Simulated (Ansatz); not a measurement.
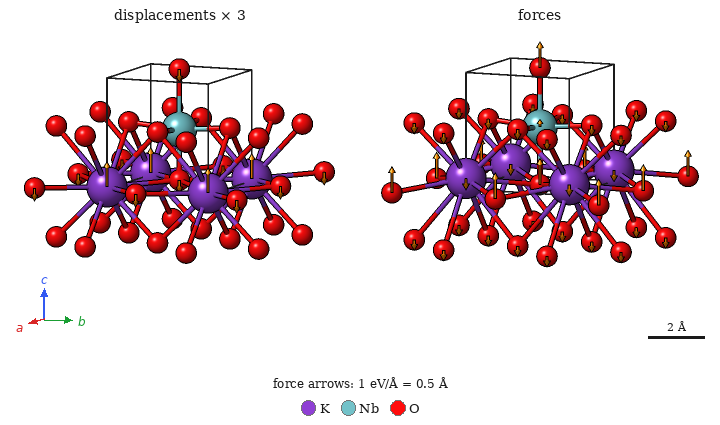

Left: crystalline KNbO$_{3}$ (set up in P4mm) in its unrelaxed database cell, with orange arrows for the displacements applied to it (without the part that the change of the cell carries along). Right: the displaced structure with the computed forces. Besides, the cell is strained by +5.2 % along c and +2.2 % across it (volume +10.0 %). Style: ball-and-stick. Shown: the cell of the calculation, slightly off an axis.

Computed with Ansatz, DFT PBEsol, scalar-relativistic, plane waves, PAW. (plane-wave cutoff 420 eV; k-point mesh 8 × 8 × 8; occupations gaussian; smearing width 0.02 eV; no spin polarisation)

Where do the forces point?

Answer. Atoms are displaced by up to 0.32 Å (root mean square over those that move 0.21 Å) relative to the cell: K 0.32 Å along +c, Nb 0.01 Å along −c. No relaxation follows. The energy rises by 172 meV per atom. Pressure: −2.1 GPa before, −16.6 GPa after. The principal stresses (compression positive) are −23.1 GPa along c and −13.4 GPa across it. The largest force is 2 eV/Å, on an O atom. The forces point partly back along the displacements (cosine −0.68). Among the bonded contacts that change: K–O 2.786 → 3.121 Å, Nb–O 1.853 → 2.110 Å, K–O 2.914 → 2.801 Å, K–O 2.828 → 2.913 Å. The space group stays P4mm (No. 99).
